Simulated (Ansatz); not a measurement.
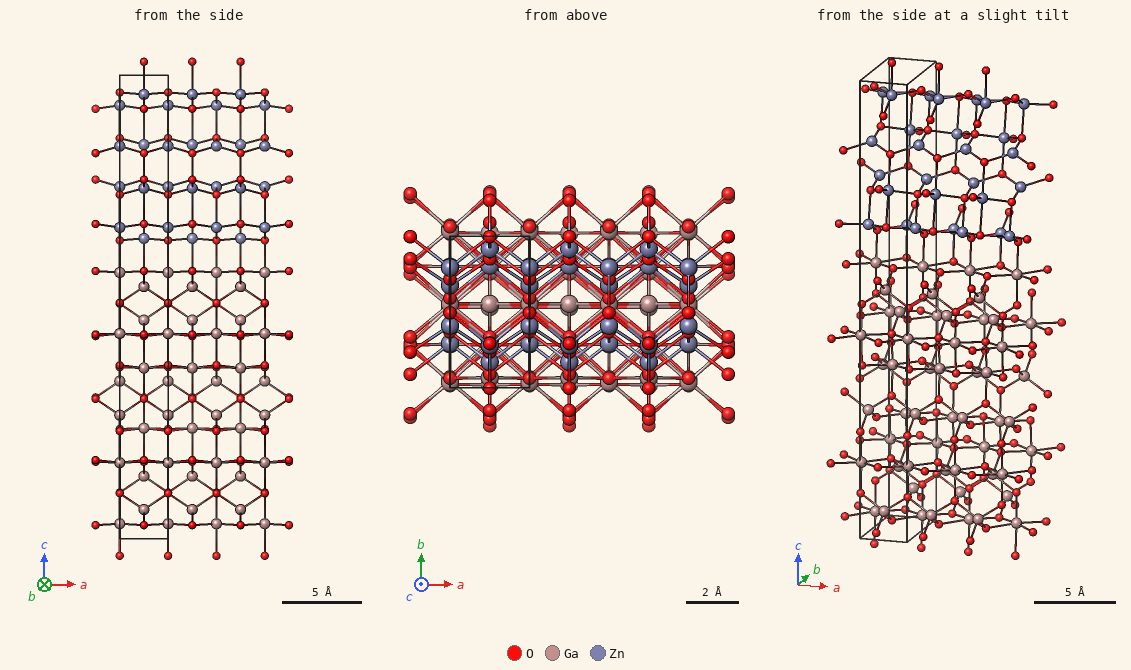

A ball-and-stick picture of a periodic stack of two materials, seen from the side, from above and from the side at a slight tilt; the box is the simulation cell in a reduced setting, and 3×1 cells are drawn in the plane (a layer on the cell's face shows at both ends).

**Give the two components and their Miller indices.**

Ga2O3 (1 0 0) (C2/m, 30 atoms) and ZnO (0 0 1) (P6_3mc, 16 atoms).

**Give the in-plane cell and the period of the stack.**

The in-plane vectors are 3.08 and 5.88 Å long, those of Ga2O3, to which ZnO is strained; the stack repeats after 29.6 Å.

The atoms and the stacking vector were relaxed with Ansatz, DFT PBE, scalar-relativistic, plane waves, PAW, the in-plane cell held. The two parents, named as they started, are listed structures, not always the stable forms, and thin layers can change their stacking on relaxation.
